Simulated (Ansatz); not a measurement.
## Ag: a changed input and its effect

System: Ag (2 atoms in the cell).
Method of run 1: DFT, LDA (PW92), plane waves (420 eV) with PAW, scalar-relativistic, no spin polarisation (Ansatz 0.2.0).

Text and figures count atoms from 1; the logs count them from 0 in places.

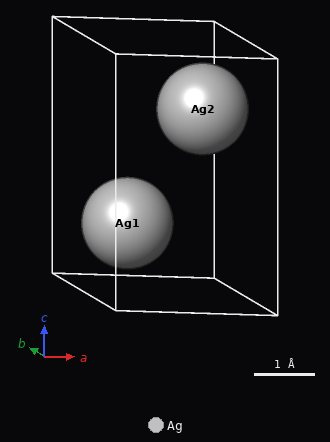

**Figure 1.** The input geometry (spheres-only view of the cell of the calculation, seen slightly off an axis; atoms are numbered from 1 in the order of the input).

## The input, run 1
```yaml
crystal:
  lattice:
    - [2.7596046039, 0.0, 0.0]
    - [-1.379802302, 2.3898876914, 0.0]
    - [0.0, 0.0, 4.4819295629]
  atoms:
    - { symbol: Ag, position: [0.3333333333, 0.6666666667, 0.25] }
    - { symbol: Ag, position: [0.6666666667, 0.3333333333, 0.75] }
hamiltonian:
  xc: lda
  pseudopotentials:
    kind: paw
    azcp:
      Ag: "pseudopotentials/Ag.paw.azcp"
basis:
  ecutwfc: 420
  fft_grid_basis: typed
kpoints:
  mp_grid: { grid: [14, 14, 8], shift: [0, 0, 0] }
magnetization:
  spin_polarized: false
scf:
  occupations: { method: fermi_dirac, width: 0.1 }
  lower_state_search: "off"
output:
  stress: true
```

Hardware: 2 threads of an x86-64 CPU, shared host.

## Output, shortened to warnings, some set-up lines, iterations and results (run 1)
```
Warning: [file] the record states the generating functional pbe (its physics header spells it `PBE`), which answers neither for hamiltonian.xc's functional nor for the lda family's — results may be inconsistent (PPs are generated against a specific XC)
Basis set: ecut = 420 eV, 573 PW (Γ)
Symmetry: 24 space group operations
k-points: 120 of 1568
Initial density: superposition of atomic densities (neutral atoms: chi_scale 0, normalization atom), corrected by the library's trained network
[...]
SCF iter   1: F=—  HF=-14916.207322 eV  |F-HF|=—  |Δ(HF+E_count)|=         —  Δρ=1.45e-2  dr2=4.97e-2  ethr=1.77e-3  ⟨swp⟩=4.4  Hψ=10094  notcnv=0
SCF iter   2: F=—  HF=-14916.193218 eV  |F-HF|=—  |Δ(HF+E_count)|=   1.41e-2  Δρ=4.76e-3  dr2=3.83e-3  ethr=1.31e-4  ⟨swp⟩=2.5  Hψ=5151  notcnv=0
SCF iter   3: F=—  HF=-14916.192028 eV  |F-HF|=—  |Δ(HF+E_count)|=   1.19e-3  Δρ=1.76e-3  dr2=2.69e-4  ethr=1.01e-5  ⟨swp⟩=2.1  Hψ=3511  notcnv=0
SCF iter   4: F=—  HF=-14916.191981 eV  |F-HF|=—  |Δ(HF+E_count)|=   4.63e-5  Δρ=1.45e-4  dr2=3.09e-6  ethr=7.08e-7  ⟨swp⟩=2.2  Hψ=4408  notcnv=0
SCF iter   5: F=—  HF=-14916.191991 eV  |F-HF|=—  |Δ(HF+E_count)|=   9.50e-6  Δρ=2.06e-5  dr2=1.16e-7  ethr=8.13e-9  ⟨swp⟩=2.3  Hψ=4594  notcnv=0
SCF iter   6: F=-14916.191991 eV  HF=-14916.191991 eV  |F-HF|=2.56e-9  |Δ(HF+E_count)|=   1.96e-8  Δρ=4.56e-6  dr2=5.00e-9  ethr=2.63e-10  ⟨swp⟩=3.7  Hψ=8101  notcnv=0
SCF 1 converged in 6 iterations: F = -14916.191991 eV  dr2 = 5.00e-9
SCF converged after 6 iterations
Free energy (F): -14916.191991 eV
Harris-Foulkes:  -14916.191991 eV  (|F-HF|=2.56e-9)
Internal energy: -14916.170378 eV  (E = F + TS)
E sigma→0 (E₀):  -14916.181184 eV
Entropy (-TS):   -0.021613 eV (-10.806 meV/atom)
Fermi energy:    20.410381 eV
--- Per-component energies (eV) ---
  E_band       = -364.082351
  E_kinetic    = 1060.158903
  E_local      = -3945.414872  (includes V_loc(G=0)·N_el)
  E_nonlocal   = 171.934068
  E_hartree    = 1823.843479
  E_xc         = -370.456530
  E_vxc        = -473.266036  (∫ρ·V_xc dr)
  E_paw        = -7539.930681  (= ΣΔE_a)
  E_vpaw       = -825.185714  (= ΣTr[D̂ρ^β])
  E_aug_tail   = 0.000488  (compensation charges beyond the density's cutoff)
  E_ewald      = -6117.754847
  E_core_change = 1.449615  (= ΣΔE_core)
  E_smearing   = -0.021613  (= −TS)
  E_closure    = -0.000000  (closes the sum)
  Σ components = -14916.191991   (vs F -14916.191991, Δ=0.00e0)
--- Stress (GPa, compression-positive) ---
       13.803240       0.000000       0.000000
        0.000000      13.803240       0.000000
        0.000000       0.000000      15.360063
  P = ⅓ Tr σ = 14.3222 GPa (143.222 kbar)
```

For run 2 the input was changed thus:
```diff
-    - [2.7596046039, 0.0, 0.0]
-    - [-1.379802302, 2.3898876914, 0.0]
-    - [0.0, 0.0, 4.4819295629]
+    - [2.7990328538, 0.0, 0.0]
+    - [-1.3995164269, 2.4240335574, 0.0]
+    - [0.0, 0.0, 4.5459657798]
```

How does run 2 compare with run 1?

With the same functional and potentials, run 2 lies 40.4 meV per atom lower. The pressure goes from 14.32 to 6.19 GPa. The volume per atom goes from 14.78 to 15.42 Å³. The cell is scaled evenly with the atoms at fixed fractional positions, so −ΔP/Δ ln V estimates the bulk modulus midway between the two volumes: about 190 GPa. The number of SCF iterations is the same. The plane waves at Γ go from 573 to 603.

## Output, shortened to warnings, some set-up lines, iterations and results (run 2)
```
Warning: [file] the record states the generating functional pbe (its physics header spells it `PBE`), which answers neither for hamiltonian.xc's functional nor for the lda family's — results may be inconsistent (PPs are generated against a specific XC)
Basis set: ecut = 420 eV, 603 PW (Γ)
Symmetry: 24 space group operations
k-points: 120 of 1568
Initial density: superposition of atomic densities (neutral atoms: chi_scale 0, normalization atom), corrected by the library's trained network
[...]
SCF iter   1: F=—  HF=-14916.288084 eV  |F-HF|=—  |Δ(HF+E_count)|=         —  Δρ=1.42e-2  dr2=5.02e-2  ethr=1.77e-3  ⟨swp⟩=4.5  Hψ=10111  notcnv=0
SCF iter   2: F=—  HF=-14916.274037 eV  |F-HF|=—  |Δ(HF+E_count)|=   1.40e-2  Δρ=4.58e-3  dr2=3.70e-3  ethr=1.32e-4  ⟨swp⟩=2.5  Hψ=5157  notcnv=0
SCF iter   3: F=—  HF=-14916.272894 eV  |F-HF|=—  |Δ(HF+E_count)|=   1.14e-3  Δρ=1.73e-3  dr2=2.81e-4  ethr=9.73e-6  ⟨swp⟩=2.1  Hψ=3530  notcnv=0
SCF iter   4: F=—  HF=-14916.272841 eV  |F-HF|=—  |Δ(HF+E_count)|=   5.31e-5  Δρ=1.48e-4  dr2=3.43e-6  ethr=7.40e-7  ⟨swp⟩=2.7  Hψ=5186  notcnv=0
SCF iter   5: F=—  HF=-14916.272849 eV  |F-HF|=—  |Δ(HF+E_count)|=   7.99e-6  Δρ=2.30e-5  dr2=1.56e-7  ethr=9.02e-9  ⟨swp⟩=2.1  Hψ=4315  notcnv=0
SCF iter   6: F=-14916.272849 eV  HF=-14916.272849 eV  |F-HF|=1.83e-9  |Δ(HF+E_count)|=   3.22e-8  Δρ=4.26e-6  dr2=4.76e-9  ethr=2.63e-10  ⟨swp⟩=4.0  Hψ=8813  notcnv=0
SCF 1 converged in 6 iterations: F = -14916.272849 eV  dr2 = 4.76e-9
SCF converged after 6 iterations
Free energy (F): -14916.272849 eV
Harris-Foulkes:  -14916.272849 eV  (|F-HF|=1.83e-9)
Internal energy: -14916.251905 eV  (E = F + TS)
E sigma→0 (E₀):  -14916.262377 eV
Entropy (-TS):   -0.020943 eV (-10.472 meV/atom)
Fermi energy:    19.302864 eV
--- Per-component energies (eV) ---
  E_band       = -400.391910
  E_kinetic    = 1058.294504
  E_local      = -4080.695924  (includes V_loc(G=0)·N_el)
  E_nonlocal   = 172.182057
  E_hartree    = 1873.615512
  E_xc         = -369.486843
  E_vxc        = -471.993780  (∫ρ·V_xc dr)
  E_paw        = -7540.033496  (= ΣΔE_a)
  E_vpaw       = -825.412550  (= ΣTr[D̂ρ^β])
  E_aug_tail   = 0.000477  (compensation charges beyond the density's cutoff)
  E_ewald      = -6031.577807
  E_core_change = 1.449615  (= ΣΔE_core)
  E_smearing   = -0.020943  (= −TS)
  E_closure    = 0.000000  (closes the sum)
  Σ components = -14916.272849   (vs F -14916.272849, Δ=0.00e0)
--- Stress (GPa, compression-positive) ---
        5.792776      -0.000000      -0.000000
       -0.000000       5.792776      -0.000000
       -0.000000      -0.000000       6.986203
  P = ⅓ Tr σ = 6.1906 GPa (61.906 kbar)
```

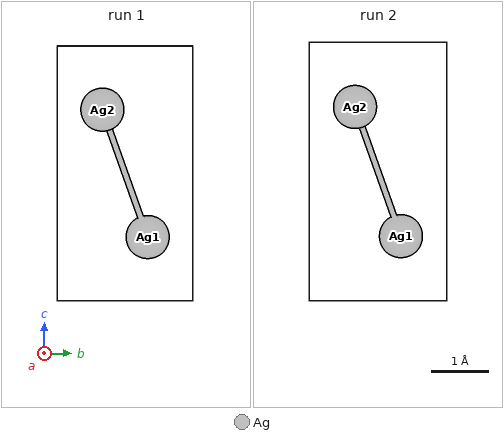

**Figure 2.** The two input geometries at one scale (ball-and-stick view of the cell of the calculation, along the a axis). The atoms keep their places relative to the cell (all moves are under 0.005 Å). The volume changes by +4.3 %, with a = b 2.760 → 2.799 Å (+1.4 %), c 4.482 → 4.546 Å (+1.4 %). Among the contacts that change: Ag1–Ag1 2.760 → 2.799 Å, Ag1–Ag2 2.750 → 2.789 Å.

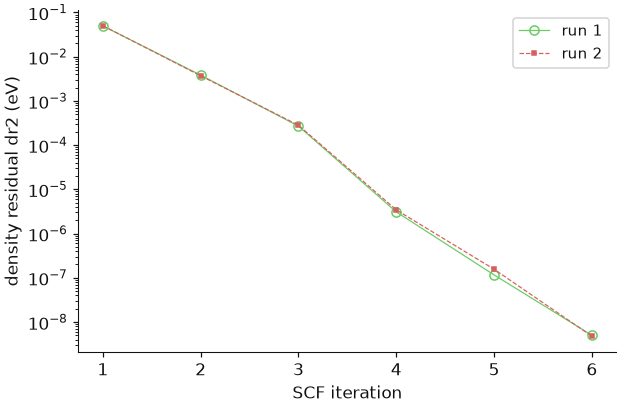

**Figure 3.** Convergence of the two runs: density residual dr2 against the SCF iteration. Run 1 takes 6 iterations in all, and run 2 takes 6.

## The two runs side by side

| quantity | run 1 | run 2 |
| --- | --- | --- |
| outcome | converged | converged |
| free energy per atom (eV) | −7458.0960 | −7458.1364 |
| energy per atom, smearing taken to zero (eV) | −7458.0906 | −7458.1312 |
| pressure (GPa) | 14.32 | 6.19 |
| volume per atom (Å³) | 14.78 | 15.42 |
| SCF iterations | 6 | 6 |
| irreducible k-points | 120 | 120 |
| plane waves at Γ | 573 | 603 |
| wall time (shared host) | 0.81 s | 0.84 s |

For both runs: Warnings: the PAW datasets were made with another functional. For run 1: The cell is under a pressure of 14.3 GPa at this level, so it is not at its equilibrium volume. For run 2: The cell is under a pressure of 6.2 GPa at this level, so it is not at its equilibrium volume.
